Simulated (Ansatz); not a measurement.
SnSe

Input file:

```
crystal:
  lattice:
    - [0.0, 3.01, 3.01]
    - [2.8294, 0.0, 3.01]
    - [2.8294, 3.01, 0.0]
  atoms:
    - { symbol: Sn, position: [0.0, 0.0, 0.0] }
    - { symbol: Se, position: [0.5, 0.5, 0.5] }
basis:
  ecutwfc: 500
kpoints:
  mp_grid: { grid: [10, 10, 10] }
hamiltonian:
  xc: r2scan
scf:
  occupations: { method: gaussian, width: 0.05 }
output:
  forces: true
  stress: true
  eigenvalues: true
  write_density: true
  write_potential: true
  elf: true
  volumetric_format: npy
```

Launched as:

```sh
ansatz run input.yaml --threads 1 --pin off --max-ram 2560MiB --backend cpu --events-out ev --progress --plain --runs-dir out
```

Below, planes, directions and counts refer to the conventional cell (a = 4.26 Å, b = 4.26 Å, c = 5.66 Å, α = 90.00°, β = 90.00°, γ = 90.00°).

Space group I4/mmm; changed on purpose from its base cell (strain -0.0600 x Voigt [1, 0, 0, 0, 0, 0], atoms carried along); computed pressure about 4 GPa in this cell.

These are results of Ansatz 0.2.0, DFT r2SCAN, scalar-relativistic, plane waves, PAW, not measurements.

Question: What can the converged valence pseudo-density and electron localisation function tell about the bonding?

Answer: Sn–Se (2.83 Å): ρ is about 0.31 e/Å³ halfway; the ELF is about 0.45 at the midpoint and 0.30 at its lowest between the atoms.
Sn–Se (3.01 Å): the density is about 0.23 e/Å³ at the midpoint; the ELF is about 0.40 at the midpoint and 0.30 at its lowest between the atoms.

Question: Does the calculation give a band gap?

Answer: It is gapped, with a Kohn–Sham gap of 0.40 eV on the k-point mesh, an upper bound to the gap of this method.

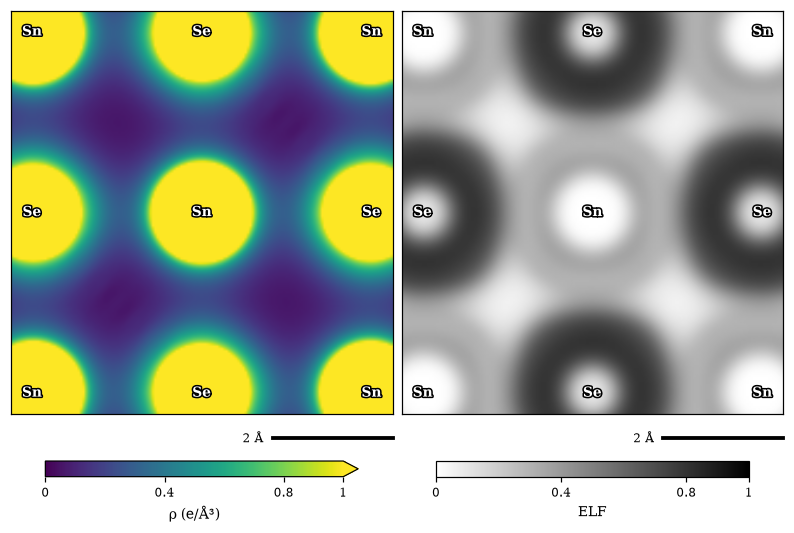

Computed valence pseudo-density and electron localisation function on the (11̄0) plane of the conventional cell, in this order. 
